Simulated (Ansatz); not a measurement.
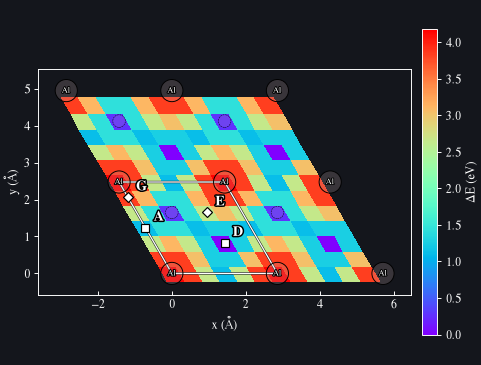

N on an Al(111) slab cut from the Fm-3m phase, its upper half relaxed before the scan (12 atoms of substrate and one adsorbate in a 2 × 2 cell). N is moved over the surface cell; relaxed at each place: the height of the adsorbate's atoms; substrate rigid; the origin of the map has the adsorbate above Al9. Places are given modulo a cell vector. The map is drawn in real space over the plane of the surface. Grid: 6 × 6 points; 10 points were computed and 26 follow by symmetry. Places are given in fractions of the 1 × 1 surface cell. Energies: eV, counted from the lowest grid point. Method: DFT PBE, scalar-relativistic, plane waves, PAW (Ansatz). Settings: cutoff 420 eV, k-mesh 6×6×1, gaussian smearing 0.1 eV, no spin polarisation.

In the figure: one coloured cell a grid point, labelled circles for the atoms of the top layer and small ones for the second layer, the outline of one cell of the 2 × 2 shown, lettered points.

### Is D the lowest point of the computed grid?

Yes. D, at a threefold hollow over a third-layer Al atom, (4/6, 2/6) of the cell vectors, has the lowest energy of the grid.

### Rank the lettered points by energy, lowest first.

D (0.00 eV), A (1.12 eV), E (2.65 eV), G (3.83 eV).
